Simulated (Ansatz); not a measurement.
MgO

```
Mg O
1.0
     4.19400    0.00000    0.00000
     0.00000    4.19400    0.00000
     0.00000    0.00000    4.19400
Mg O
4 4
Cartesian
  2.0970 0.0000 0.0000
  0.0000 2.0970 0.0000
  0.0000 0.0000 2.0970
  2.0970 2.0970 2.0970
  4.1938 0.0002 0.0000
  2.0968 2.0972 0.0000
  2.0968 0.0002 2.0970
  4.1938 2.0972 2.0970
```

Space group Fm-3m; a structure from a database of computed crystals, not necessarily the ambient phase; changed on purpose from its base cell (atoms moved at random by about 0.02 A); computed pressure about 9 GPa in this cell.

The calculation used Ansatz 0.2.0, Kohn-Sham DFT of a periodic cell, BLYP, Ansatz PAW.

What will maps of the valence pseudo-density and electron localisation function show?

Answer. Mg–O (2.10 Å): ρ at the midpoint is about 0.34 e/Å³; the ELF peaks at about 0.85 in the valence shell of O, 0.6 Å from its nucleus, and is about 0.35 at the midpoint (an ionic contact with no shared pair).

Metal or insulator at this level of theory?

Answer. It is gapped, with a Kohn–Sham gap of 5.1 eV on the k-point mesh, an upper bound to the gap of this method.

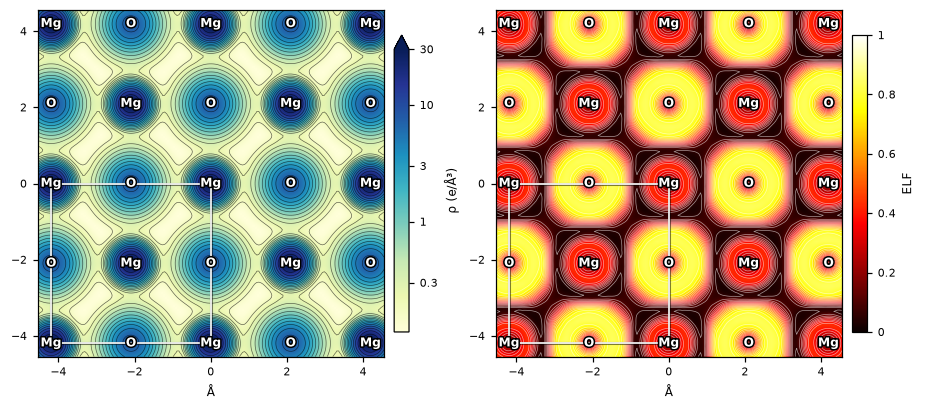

Computed valence pseudo-density and electron localisation function on the (010) plane of the conventional cell, in this order. 
